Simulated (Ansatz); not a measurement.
# Al(111) with 4 layers of random Al-Ta, 2x2: scattering by chemical disorder, part 2 of 2

How strongly does chemical disorder scatter in Al(111) with 4 layers of random Al-Ta, 2x2?

Ansatz 0.2.0; Ansatz plane-wave DFT, PBE, PAW files; ballistic transport by layer matching (Landauer), zero bias; PAW set soft_1.

So far. Step 3 (With 8 alloy layers): Over the solved energies the transmission per spin lies between 1.72 and 1.86, out of 5.49 channels of the lead on average (up to 5.59).

### 4. With 12 alloy layers

System of this step: Al(111) with 12 layers of random Al-Ta, 2x2. The cell holds 72 atoms: 66 Al and 6 Ta. Its edges and angles: a = 5.725 Å, b = 5.725 Å, c = 42.068 Å, α = 90.0°, β = 90.0°, γ = 120.0°. It derives from Al. Regions: lead, 24 atoms (24 Al); scattering region, 48 atoms (42 Al and 6 Ta). The structure is stacked along c, and the current runs across the ab planes.

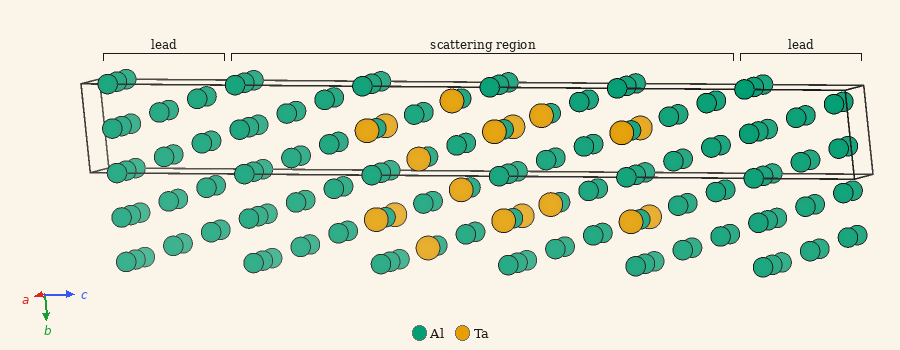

The cell of this step (aluminium teal, tantalum orange). 1×2×1 cells are drawn. Some periodic images of atoms are drawn too.

The input, input.yaml:

```yaml
crystal:
  lattice:
    - [5.7246940741, 0.0, 0.0]
    - [-2.862347037, 4.957730497, 0.0]
    - [0.0, 0.0, 42.0677382451]
  atoms:
    - { symbol: Al, position: [0.0, 0.0, 0.0277777778] }
    - { symbol: Al, position: [0.0, 0.5, 0.0277777778] }
    - { symbol: Al, position: [0.5, 0.0, 0.0277777778] }
    - { symbol: Al, position: [0.5, 0.5, 0.0277777778] }
    - { symbol: Al, position: [0.1666666667, 0.3333333333, 0.0833333333] }
    - { symbol: Al, position: [0.1666666667, 0.8333333333, 0.0833333333] }
    - { symbol: Al, position: [0.6666666667, 0.3333333333, 0.0833333333] }
    - { symbol: Al, position: [0.6666666667, 0.8333333333, 0.0833333333] }
    - { symbol: Al, position: [0.3333333333, 0.1666666667, 0.1388888889] }
    - { symbol: Al, position: [0.3333333333, 0.6666666667, 0.1388888889] }
    - { symbol: Al, position: [0.8333333333, 0.1666666667, 0.1388888889] }
    - { symbol: Al, position: [0.8333333333, 0.6666666667, 0.1388888889] }
    - { symbol: Al, position: [0.0, 0.0, 0.1944444444] }
    - { symbol: Al, position: [0.0, 0.5, 0.1944444444] }
    - { symbol: Al, position: [0.5, 0.0, 0.1944444444] }
    - { symbol: Al, position: [0.5, 0.5, 0.1944444444] }
    - { symbol: Al, position: [0.1666666667, 0.3333333333, 0.25] }
    - { symbol: Al, position: [0.1666666667, 0.8333333333, 0.25] }
    - { symbol: Al, position: [0.6666666667, 0.3333333333, 0.25] }
    - { symbol: Al, position: [0.6666666667, 0.8333333333, 0.25] }
    - { symbol: Al, position: [0.3333333333, 0.1666666667, 0.3055555556] }
    - { symbol: Al, position: [0.3333333333, 0.6666666667, 0.3055555556] }
    - { symbol: Al, position: [0.8333333333, 0.1666666667, 0.3055555556] }
    - { symbol: Al, position: [0.8333333333, 0.6666666667, 0.3055555556] }
    - { symbol: Al, position: [0.0, 0.0, 0.3611111111] }
    - { symbol: Ta, position: [0.0, 0.5, 0.3611111111] }
    - { symbol: Al, position: [0.5, 0.0, 0.3611111111] }
    - { symbol: Al, position: [0.5, 0.5, 0.3611111111] }
    - { symbol: Al, position: [0.1666666667, 0.3333333333, 0.4166666667] }
    - { symbol: Al, position: [0.1666666667, 0.8333333333, 0.4166666667] }
    - { symbol: Al, position: [0.6666666667, 0.3333333333, 0.4166666667] }
    - { symbol: Ta, position: [0.6666666667, 0.8333333333, 0.4166666667] }
    - { symbol: Al, position: [0.3333333333, 0.1666666667, 0.4722222222] }
    - { symbol: Al, position: [0.3333333333, 0.6666666667, 0.4722222222] }
    - { symbol: Ta, position: [0.8333333333, 0.1666666667, 0.4722222222] }
    - { symbol: Al, position: [0.8333333333, 0.6666666667, 0.4722222222] }
    - { symbol: Al, position: [0.0, 0.0, 0.5277777778] }
    - { symbol: Ta, position: [0.0, 0.5, 0.5277777778] }
    - { symbol: Al, position: [0.5, 0.0, 0.5277777778] }
    - { symbol: Al, position: [0.5, 0.5, 0.5277777778] }
    - { symbol: Al, position: [0.1666666667, 0.3333333333, 0.5833333333] }
    - { symbol: Al, position: [0.1666666667, 0.8333333333, 0.5833333333] }
    - { symbol: Ta, position: [0.6666666667, 0.3333333333, 0.5833333333] }
    - { symbol: Al, position: [0.6666666667, 0.8333333333, 0.5833333333] }
    - { symbol: Al, position: [0.3333333333, 0.1666666667, 0.6388888889] }
    - { symbol: Al, position: [0.3333333333, 0.6666666667, 0.6388888889] }
    - { symbol: Al, position: [0.8333333333, 0.1666666667, 0.6388888889] }
    - { symbol: Al, position: [0.8333333333, 0.6666666667, 0.6388888889] }
    - { symbol: Al, position: [0.0, 0.0, 0.6944444444] }
    - { symbol: Ta, position: [0.0, 0.5, 0.6944444444] }
    - { symbol: Al, position: [0.5, 0.0, 0.6944444444] }
    - { symbol: Al, position: [0.5, 0.5, 0.6944444444] }
    - { symbol: Al, position: [0.1666666667, 0.3333333333, 0.75] }
    - { symbol: Al, position: [0.1666666667, 0.8333333333, 0.75] }
    - { symbol: Al, position: [0.6666666667, 0.3333333333, 0.75] }
    - { symbol: Al, position: [0.6666666667, 0.8333333333, 0.75] }
    - { symbol: Al, position: [0.3333333333, 0.1666666667, 0.8055555556] }
    - { symbol: Al, position: [0.3333333333, 0.6666666667, 0.8055555556] }
    - { symbol: Al, position: [0.8333333333, 0.1666666667, 0.8055555556] }
    - { symbol: Al, position: [0.8333333333, 0.6666666667, 0.8055555556] }
    - { symbol: Al, position: [0.0, 0.0, 0.8611111111] }
    - { symbol: Al, position: [0.0, 0.5, 0.8611111111] }
    - { symbol: Al, position: [0.5, 0.0, 0.8611111111] }
    - { symbol: Al, position: [0.5, 0.5, 0.8611111111] }
    - { symbol: Al, position: [0.1666666667, 0.3333333333, 0.9166666667] }
    - { symbol: Al, position: [0.1666666667, 0.8333333333, 0.9166666667] }
    - { symbol: Al, position: [0.6666666667, 0.3333333333, 0.9166666667] }
    - { symbol: Al, position: [0.6666666667, 0.8333333333, 0.9166666667] }
    - { symbol: Al, position: [0.3333333333, 0.1666666667, 0.9722222222] }
    - { symbol: Al, position: [0.3333333333, 0.6666666667, 0.9722222222] }
    - { symbol: Al, position: [0.8333333333, 0.1666666667, 0.9722222222] }
    - { symbol: Al, position: [0.8333333333, 0.6666666667, 0.9722222222] }
kpoints:
  mp_grid: { grid: [5, 5, 1] }
hamiltonian:
  xc: pbe
  pseudopotentials: { kind: paw, azcp: { folder: soft_1 } }
scf:
  occupations: { method: fermi_dirac, width: 0.1 }
output:
  transmission:
    leads: [[0, 4]]
    kmesh: [10, 10]
    e_range: [-0.05, 0.05]
    de: 0.05
  write_potential: true
  write_density: true
  volumetric_format: npy
```

Run with:

```
ansatz run input.yaml --threads 4 --pin off --max-ram 15360MiB --backend cpu --events-out ev --progress --plain --runs-dir out
```

Numbers of over 12 decimals in the logs are rounded to 6 here.

Log:

```text
[...]
Crystal: 72 atoms, lattice volume = 1193.945 Å³
Basis set: ecut = 420 eV, 23469 PW (Γ)
Bands: 210, of which v1, the nominal top of the filled ones, is band 138 counted from 1 (137 counted from 0)
Symmetry: 1 space group operations
[...]
k-points: 13 of 25 (time reversal used)
[...]
SCF iter   1: F=—  HF=-95082.858774 eV  |F-HF|=—  |Δ(HF+E_count)|=         —  Δρ=2.69e-2  dr2=2.06e2  ethr=3.10e-3  ⟨swp⟩=6.2  Hψ=12117  notcnv=0  defer=26
[...]
SCF iter   9: F=-95078.146917 eV  HF=-95078.146917 eV  |F-HF|=1.67e-9  |Δ(HF+E_count)|=   1.08e-9  Δρ=1.28e-7  dr2=1.81e-9  ethr=4.35e-12  ⟨swp⟩=1.0  Hψ=7115  notcnv=0
SCF 1 converged in 9 iterations: F = -95078.146917 eV  dr2 = 1.81e-9
[...]
transmission: 312 of 3068 steps passed
transmission: 621 of 3068 steps passed
[...]
transmission: 3068 of 3068 steps passed
SCF converged after 9 iterations
Free energy (F): -95078.146917 eV
[...]
Internal energy: -95077.020338 eV  (E = F + TS)
E sigma→0 (E₀):  -95077.583627 eV
Entropy (-TS):   -1.126579 eV (-15.647 meV/atom)
Fermi energy:    8.988922 eV
[...]
--- Band table (eV; the first three rows and the last of 13) ---
  k-point 0: bands = [... 134 lower, 7.9052, 8.0160, 8.1829, 8.2079, 8.2895, 8.3671, 8.4712, 8.5315, ... 68 higher]
  k-point 1: bands = [... 134 lower, 8.2515, 8.3377, 8.3602, 8.4391, 8.5453, 8.6221, 8.6995, 8.7549, ... 68 higher]
  k-point 2: bands = [... 134 lower, 9.0183, 9.0602, 9.0932, 9.1129, 9.1602, 9.1753, 9.2293, 9.2840, ... 68 higher]
  k-point 12: bands = [... 134 lower, 8.7166, 8.8034, 8.8528, 8.9642, 9.0034, 9.0455, 9.0847, 9.1320, ... 68 higher]
--- Transmission ---
  basis      : 253 plane waves across, 59 finite elements along
  points     : 52, standing for a mesh of 10 x 10
[...]
channels       : 5.590000e0 a spin
[...]
junction   : crystal 0 to crystal 0, 1.64 to 41.37 Å
    transmission   : 1.500662e0 a spin
[...]
```

Elapsed: 15 min, on 4 threads of Arm Neoverse V1, shared host; peak memory 5.6 GiB; 50 min of CPU time.

This step gave:

```
free energy                                   : -95078.1469 eV
energy at zero smearing                       : -95077.5836 eV
Fermi energy                                  : 8.989 eV
transmission per spin nearest the Fermi level : 1.501
step of the lead's potential                  : 10.4 meV
```

Per spin. Transmission, zone mean against energy, zero at the Fermi level:

| energy (eV) | transmission, zone mean |
| --- | --- |
| -0.0500 | 1.45 |
| 0.0000 | 1.50 |
| 0.0500 | 1.50 |

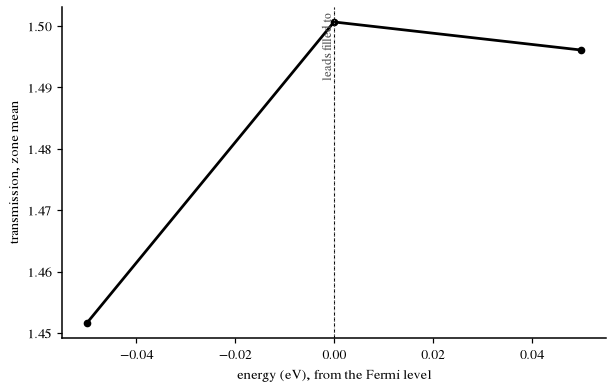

Transmission, zone mean, plotted against energy.

Over the solved energies the transmission per spin lies between 1.45 and 1.50, out of 5.49 channels of the lead on average (up to 5.59).

### 5. The fit

This step: Ansatz plane-wave DFT, PBE, PAW files; ballistic transport by layer matching (Landauer), zero bias; residual resistivity from the slope of the area resistance, atoms on the host's lattice; PAW set soft_1 (Ansatz 0.2.0).

This step gave:

```yaml
resistivity: 57.44 µΩ cm
intercept: 0.2310 fΩ m²
scatter_about_the_fit: 0.05470 fΩ m²
```

Resistance, by row:

| run | length (Å) | T | channels N | RA (fΩ m²) |
| --- | --- | --- | --- | --- |
| n4 | 9.348 | 2.609 | 5.43 | 0.7293 |
| n8 | 18.7 | 1.787 | 5.49 | 1.382 |
| n12 | 28.05 | 1.483 | 5.49 | 1.803 |

Table of area resistance by length of the alloy:

| length of the alloy (Å) | area resistance (fΩ m²) |
| --- | --- |
| 9.35 | 0.729 |
| 18.70 | 1.38 |
| 28.05 | 1.80 |

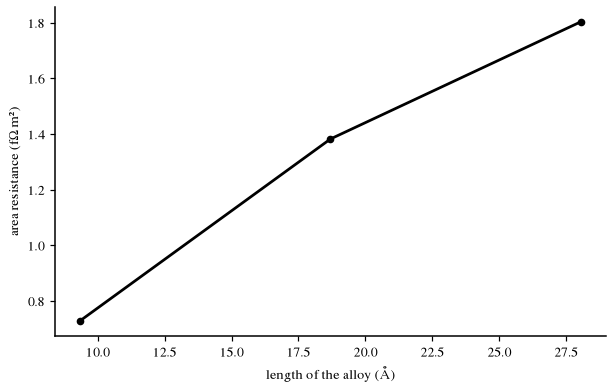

Area resistance, plotted against length of the alloy.

The area resistance goes from 0.73 to 1.8 fΩ m² between 9.3 and 28.0 Å, a slope of 57 µΩ cm.

By hand from the end points: (1.803 − 0.7293) fΩ m² / (28.05 − 9.35) Å = 57 µΩ cm, since 1 fΩ m² per Å is 1000 µΩ cm.

### 6. What came out

```json
{
 "resistivity from the slope": "57.4 µΩ cm",
 "area resistance over 9.35 Å": "0.729 fΩ m²",
 "area resistance over 18.7 Å": "1.38 fΩ m²",
 "area resistance over 28.0 Å": "1.80 fΩ m²"
}
```

What this shows: The slope gives 57 µΩ cm. The points scatter by 0.055 fΩ m² about the line, with one random draw a length in a 2x2 cell, so the slope is a rough value. The lead's own channel count moves between the runs (5.43, 5.49 and 5.49), which shifts RA and the slope too. Read with a model of isotropic scattering on a spherical Fermi surface and the lead's 1.5×10¹⁵ S/m², this slope means a mean free path near 8.9 Å; over these lengths the model's slope is within 3 % of its bulk resistivity. The draw over the shortest length came out nearly ordered, with 8 symmetry operations, so that point is a poor sample of a random alloy. The atoms sit on the host's lattice, so scattering by size misfit is left out. Spin-orbit coupling is left out, which matters for Ta.

[Logs are printed without paths, hosts, clocks, repeated set-up lines and the standing remarks that a program may print on its own settings, such as how far it seeks lower states.]

[Hosts, paths, dates, database ids (printed as entryN), source tags and the programs' standing remarks are cut or masked in the printed files.]
